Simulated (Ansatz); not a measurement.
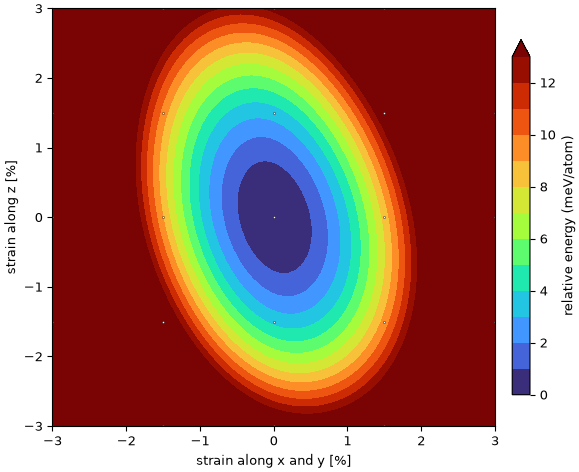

C (Im-3m, No. 229; 8 atoms in the cell). The cell is strained homogeneously, by one strain along x and y and another along z, with fractional coordinates fixed (x, y and z along the cube axes). Coordinates scanned: (1) strain along x and y; (2) strain along z. The scan uses a 5 × 5 grid. Points are written as (first, second). Energies: meV/atom, counted from the lowest grid point. Computed with Ansatz, DFT LDA, scalar-relativistic, plane waves, PAW. Settings: cutoff 420 eV, k-mesh 8×8×8, gaussian smearing 0.05 eV, no spin polarisation.

In the figure: filled contours, dots at the grid points, one colour for all values above the top of the scale. Between grid points the surface is interpolated.

**Estimate the clamped-ion elastic constants that this map fixes.**

With the cell volume of 56.0 Å³, the curvatures of the interpolated surface at its minimum give C₁₁ + C₂₂ + 2C₁₂ ≈ 1800 GPa, C₃₃ ≈ 730 GPa and C₁₃ + C₂₃ ≈ 290 GPa (clamped ions, Cartesian axes of the cell). A stretch of 1 % along z with free sides (kept equal in x and y) would change the in-plane lengths by about −0.17 %.
